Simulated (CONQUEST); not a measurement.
# Energy of RbBr along an even scaling of the cell

System: RbBr (2 atoms in the cell).
Method: Kohn-Sham DFT of a periodic cell, PBE, PseudoDojo NC PBE, no spin polarisation (CONQUEST 1.3).

The 7 runs differ only in the geometry, by an even scaling of the cell at fixed fractional positions. The structure derives from a Materials Project entry.

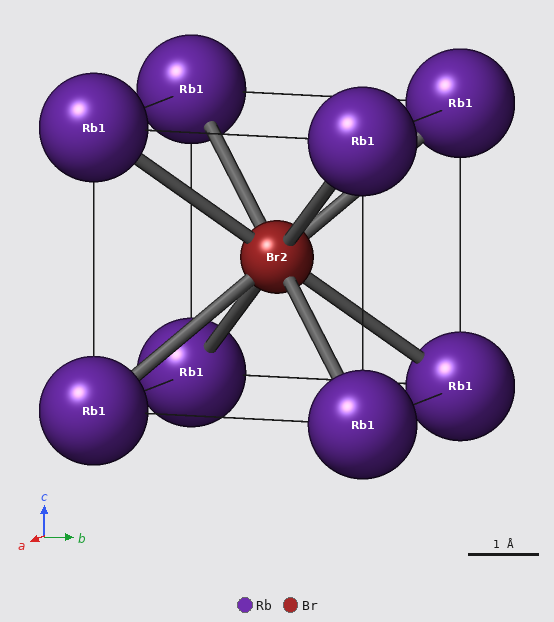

Figure 1. The structure of run 4 (ball-and-stick view of the cell of the calculation, seen slightly off an axis; atoms are numbered from 1 in the order of the input).

### Input of run 4
```
IO.Title RbBr
IO.Coordinates coords.dat
IO.FractionalAtomicCoords T
IO.Iprint 2
IO.Iprint_init 1
General.NumberOfSpecies 2
General.PseudopotentialType hamann
AtomMove.TypeOfRun static
AtomMove.FullStress T
Grid.PointsAlongX 40
Grid.PointsAlongY 40
Grid.PointsAlongZ 40
DM.SolutionMethod diagon
Diag.MPMesh T
Diag.GammaCentred T
Diag.MPMeshX 7
Diag.MPMeshY 7
Diag.MPMeshZ 7
Diag.kT 0.00183747
minE.SCTolerance 1e-6
SC.MaxIters 100
IO.AtomChargeOutput T
%block ChemicalSpeciesLabel
1 85.470 Rb
2 79.900 Br
%endblock
```

Command:
```bash
Conquest
```

Lattice vectors (Å) and fractional positions of run 4:
```
   4.126077    0.000000    0.000000
   0.000000    4.126077    0.000000
   0.000000    0.000000    4.126077
Rb  0.000000  0.000000  0.000000
Br  0.500000  0.500000  0.500000
```

Run 6 has the same physical settings and fractional positions; its lattice vectors (Å) are:
```
   4.180374    0.000000    0.000000
   0.000000    4.180374    0.000000
   0.000000    0.000000    4.180374
```

### Results, with one run withheld

| run | volume per atom (Å³) | free energy per atom, from the lowest run given (meV) | pressure (GPa) | gap on the mesh (eV) |
| --- | --- | --- | --- | --- |
| 1 | 33.015 | 17.16 | 1.75 | 4.41 |
| 2 | 33.717 | 10.15 | 1.42 | 4.33 |
| 3 | 34.420 | 5.06 | 0.96 | 4.25 |
| 4 | 35.122 | 1.74 | 0.59 | 4.18 |
| 5 | 35.825 | 0.00 | 0.26 | 4.11 |
| 6 | 36.527 | ? | ? | ? |
| 7 | 37.230 | 0.47 | −0.38 | 3.98 |

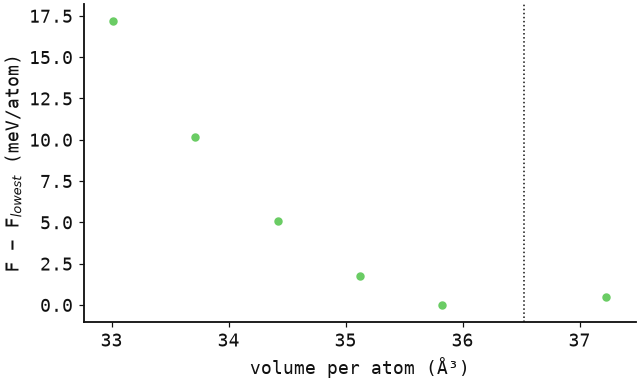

Figure 2. Free energy per atom of the runs given; the dotted line marks run 6.

Fit the runs given and predict run 6.

A cubic polynomial in V^(−2/3) (the Birch–Murnaghan form), fitted to the 6 runs given, misses them by at most 0.01 meV per atom. With x = V^(−2/3) − 0.09374 Å⁻², it reads F = 2.8737 + 2494.1 x + 4.7957e+05 x² + 2.537e+06 x³ (meV per atom). At run 6 it gives −0.39 meV per atom, and the run itself gives −0.47. The slope of the fit gives a pressure −dF/dV of −0.06 GPa there, and the run prints −0.05 GPa. The fit has its minimum at 36.378 Å³ per atom, where V d²F/dV² gives 14.9 GPa: the bulk modulus at this level, since symmetry fixes the shape and the positions. The gap on the mesh goes, without turning, from 4.41 eV in run 1 to 3.98 eV in run 7; run 6 has 4.04 eV. These are gaps of this functional on this mesh, which can miss the band edges; they aren't the measured gap.

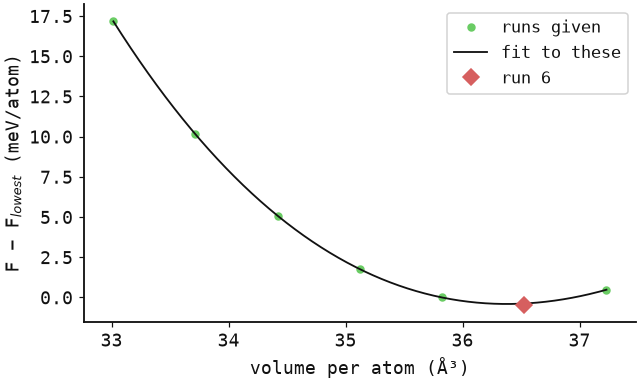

Figure 3. The fit and the withheld run.

### Some lines of the output (run 6)
```
[...]
      Using Fermi-Dirac smearing
          DFT Total Energy                 :       -42.920244158901390 Ha
          DFT Total Energy                 :       -42.926306063719593 Ha
          DFT Total Energy                 :       -42.926358793538569 Ha
          DFT Total Energy                 :       -42.926370586513315 Ha
          DFT Total Energy                 :       -42.926370925055394 Ha
          DFT Total Energy                 :       -42.926370924759141 Ha
          DFT Total Energy                 :       -42.926370926432767 Ha
      |* DFT total energy        =       -42.926370926432767 Ha
    force: Average pressure:     -0.05214704 GPa
```

Notes: With a small basis of atomic orbitals these values can differ much from converged plane-wave results.
